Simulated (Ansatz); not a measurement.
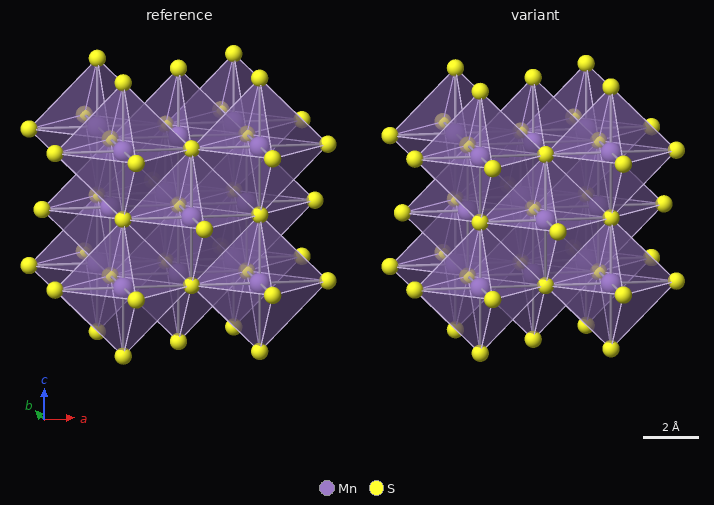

Left: solid MnS (set up in Fm-3m). Right: the same structure after one change, at the same scale. The picture is a polyhedral view of the conventional cell (4 times the calculation's cell), seen slightly off an axis. Lengths and directions refer to the drawn axes.

These are results of Ansatz, DFT PBE, scalar-relativistic, plane waves, PAW, not measurements. Settings: plane-wave cutoff 420 eV; k-point mesh 14 × 14 × 14; occupations gaussian; smearing width 0.1 eV; collinear spin.

What distinguishes the right structure from the left one?

All lengths are scaled by −4.2 % (volume −12.0 %), the atoms keeping their fractional coordinates. No relaxation follows.

What does the change do?

It costs 52.7 meV per atom. Pressure: 0.0 GPa before, 8.3 GPa after. All forces vanish by symmetry. The absolute magnetisation per cell goes from 4.49 to 3.98 μB (net moment 4.48 and 3.97 μB). Some distances before and after: Mn–S 2.548 → 2.441 Å. The space group stays Fm-3m (No. 225).
